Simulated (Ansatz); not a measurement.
Input

```
crystal:
  lattice:
    - [-4.2804124, 4.2804124, 2.626308]
    - [4.2804124, -4.2804124, 2.626308]
    - [4.2804124, 4.2804124, -2.626308]
  atoms:
    - { symbol: Mg, position: [0.1432015, 0.6432015, 0.786403] }
    - { symbol: Mg, position: [0.8567985, 0.3567985, 0.213597] }
    - { symbol: Mg, position: [0.3567985, 0.1432015, 0.5] }
    - { symbol: Mg, position: [0.6432015, 0.8567985, 0.5] }
    - { symbol: S, position: [0.84867, 0.65133, 0.5] }
    - { symbol: S, position: [0.15133, 0.34867, 0.5] }
    - { symbol: S, position: [0.65133, 0.15133, 0.80266] }
    - { symbol: S, position: [0.34867, 0.84867, 0.19734] }
basis:
  ecutwfc: 420
kpoints:
  mp_grid: { grid: [6, 6, 6] }
hamiltonian:
  xc: pbe
scf:
  occupations: { method: gaussian, width: 0.02 }
output:
  forces: true
  stress: true
  eigenvalues: true
  write_density: true
  write_potential: true
  elf: true
  volumetric_format: npy
relax:
  adjacent_minimum: "off"
  f_tol: 0.01
  max_steps: 80
  cell: { stress_tol: 0.05 }
```

Command:

```sh
ansatz run input.yaml --threads 4 --pin off --max-ram 8192MiB --backend cpu --events-out ev --progress --plain --runs-dir out
```

Below, planes, directions and counts refer to the conventional cell (a = 8.56 Å, b = 8.56 Å, c = 5.25 Å, α = 90.00°, β = 90.00°, γ = 90.00°).

The fields are those of the relaxed geometry.

Space group I4/mcm; a structure generated by program, which may or may not match a known phase.

Method: Ansatz, DFT PBE, scalar-relativistic, plane waves, PAW.

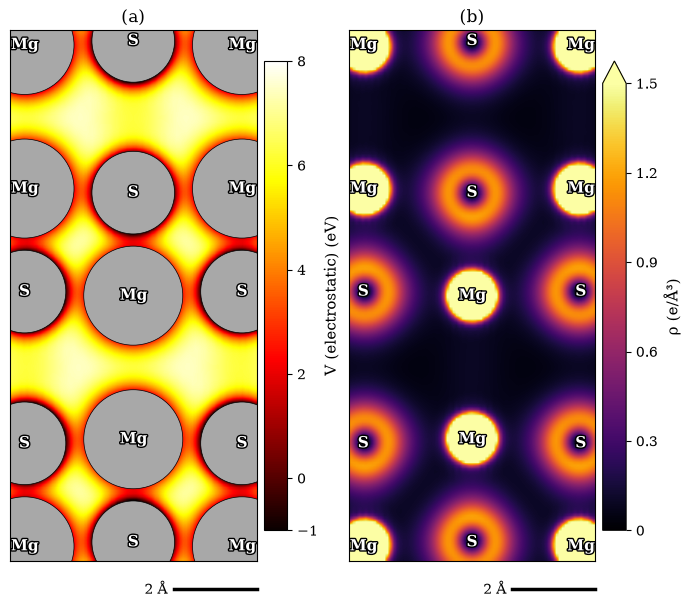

MgS. (a) electrostatic potential energy of an electron; (b) valence pseudo-density on the (110) plane of the conventional cell. Grey discs cover the atomic cores in the potential map.

In a PAW calculation such maps are meaningful between the atoms, not at the nuclei.

Question: What does the map show?

Answer: The section cuts through Mg and S sites.
Mg–S (2.49 Å): ρ is about 0.34 e/Å³ halfway.
Mg–S (2.63 Å): ρ is about 0.26 e/Å³ halfway.
Between the atoms the lowest density in this plane is 0.04 e/Å³.
Outside the cores the potential energy rises away from the atoms and is highest about 2.2 Å from the nearest atoms; its zero is arbitrary.
